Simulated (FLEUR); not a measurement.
System: rocksalt YN, space group Fm-3m, 2 atoms in the primitive cell.

```
Y N
1.0
     0.00000    2.43850    2.43850
     2.43850    0.00000    2.43850
     2.43850    2.43850    0.00000
Y N
1 1
Cartesian
  0.0000 0.0000 0.0000
  2.4385 2.4385 2.4385
```

FLEUR; r2SCAN, all-electron, no spin polarisation, no spin-orbit coupling, 9×9×9 k mesh, Fermi-Dirac smearing of 0.05 eV.

What does the calculation give for the electronic structure? The path is Γ–X–W–K–Γ–L–U–W–L–K|U–X.

A semiconductor. The gap along this path is 0.57 eV and indirect, from the valence-band top at Γ to the conduction-band bottom at X; the smallest direct gap is 0.96 eV, at X. Three bands meet at the valence-band top at Γ: it is triply degenerate (spin aside). The direct gaps are 4.22 eV at K, 3.58 eV at Γ and 6.01 eV at W.

The meta-GGA is that of a development version, with a GGA for the radial functions and cores and without core tails. LDA, GGA and most meta-GGA functionals understate gaps.

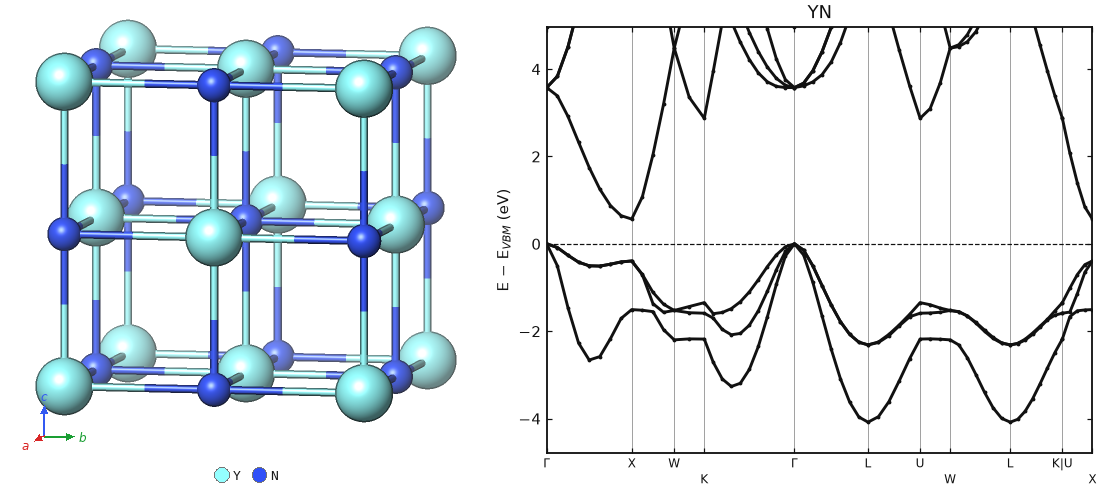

Band structure, beside the structure. Energies are counted from the top of the valence band. The path has few k points, so lines between them are rough.
